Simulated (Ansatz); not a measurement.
SrTiO$_{3}$

```xyz
15
Lattice="3.9636 -3.9636 0.0000 0.0000 3.9636 -3.9636 3.7879 3.7879 3.7878" Properties=species:S:1:pos:R:3 pbc="T T T"
Sr    0.0000    0.0000    0.0000
Sr    3.9050   -0.0586   -0.0586
Sr    3.8464    3.8465   -0.1172
Ti    1.9525    1.9525   -2.0111
Ti    1.8939    1.8939    1.8939
Ti    5.7989    1.8353    1.8354
O     0.0000    1.9818   -1.9818
O     3.9050    1.9232   -2.0404
O     3.8464    1.8647    1.8646
O     1.9818    0.0000   -1.9818
O     1.9232    3.9050   -2.0404
O     5.8282   -0.1171    1.8646
O     1.9818   -1.9818    0.0000
O     1.9232    1.9232   -0.0586
O     5.8282    1.8647   -0.1172
```

Space group R-3m; changed on purpose from its base cell (equal xy, yz and zx shear strains of -3 %, PAW files); computed without spin polarisation.

These are results of DFT, PBEsol, PAW with Ansatz's default frozen-core files, scalar-relativistic (Ansatz 0.2.0), not measurements.

The density is the valence pseudo-density of a PAW calculation; it isn't the true density close to the nuclei.

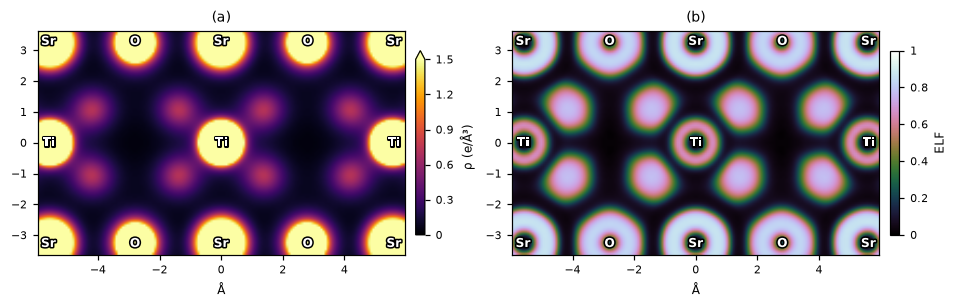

Figure 1. (a) valence pseudo-density; (b) electron localisation function on the (100) plane of the conventional cell.

Interpret the plot.

Answer.
- Atoms in the plane: Sr, Ti and O.
- Atoms just off the plane (O, 0.8 Å away) can leave unmarked features too.
- Sr–O (2.80 Å): ρ is about 0.13 e/Å³ halfway; the ELF is about 0.05 at the midpoint: a largely ionic contact.
- Between the atoms the lowest density in this plane is 0.04 e/Å³.
- The features right at Sr and Ti lie inside the PAW spheres, where the map follows smoothed inner orbitals and isn't to be read closely.

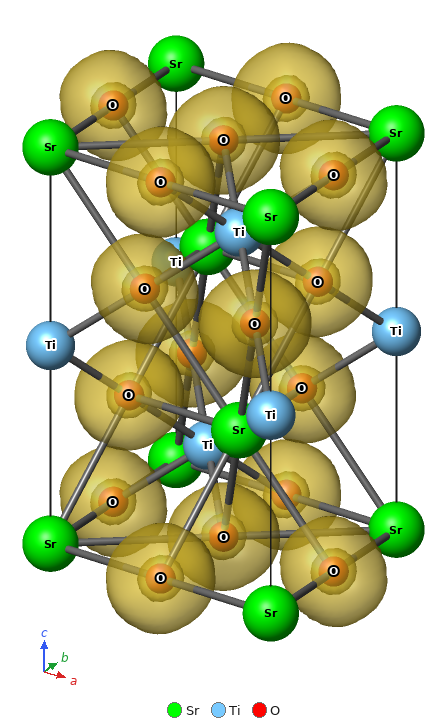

Figure 2. Isosurface of the ELF at 0.7 (yellow), seen slightly off an axis. Core shells and regions of very low density are left out. Sticks mark near contacts.

Where are the electrons localised?

Answer. At this value the surface marks out nine regions wrapped around O (the valence shell of each), counted in one cell of 15 atoms. Regions shared between cells count once. Along the contacts the grid gives the following. Ti–O (1.95 Å): the ELF peaks at about 0.85 in the valence shell of O, 0.6 Å from its nucleus, and is about 0.20 at the midpoint: no localised pair shows between them. Sr–O (2.72 Å): the ELF is about 0.05 at the midpoint: a closed-shell, largely ionic contact.
